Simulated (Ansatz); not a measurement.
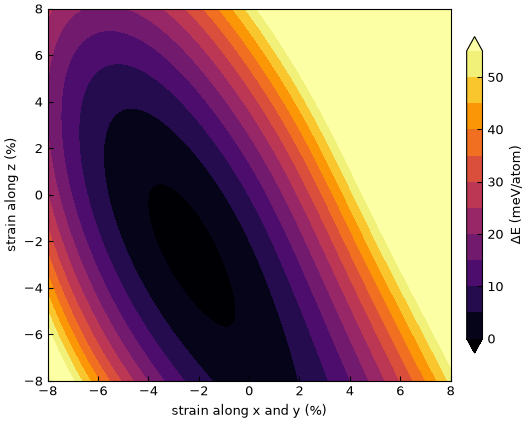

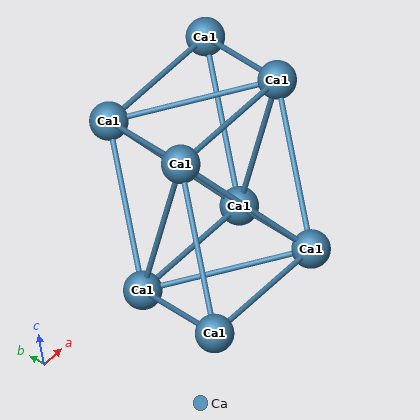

Energy landscape of Ca (Fm-3m, No. 225; 1 atom in the cell). The cell is strained homogeneously, by one strain along x and y and another along z, with fractional coordinates fixed (x, y and z along the cube axes). First axis: strain along x and y. Second axis: strain along z. Grid: 5 × 5 points. Points are written as (first, second). All energies are given in meV/atom relative to the lowest grid point. The reference cell is the one listed in the database, not relaxed at this level. All numbers below come from DFT PBEsol, scalar-relativistic, plane waves, PAW in Ansatz 0.2.0. Settings: cutoff 420 eV, k-mesh 14×14×14, gaussian smearing 0.15 eV, no spin polarisation.

The picture shows filled contours, one colour for all values above the top of the scale. Between grid points the surface is interpolated. The second picture is the structure at the lowest point

Question: Where are the wells?

Answer: The lowest grid point is at (−4 %, 0 %). It is the only kind of minimum in the scanned range. The highest grid point, (8 %, 8 %), lies 182 meV/atom above the lowest.

The values on the grid:

```csv
"strain along z ↓, strain along x and y →",−8,−4,0,4,8
8,26,22,52,107,182
4,20,6,27,75,142
0,25,0,10,48,107
−4,43,4,2,28,77
−8,75,20,2,15,51
```
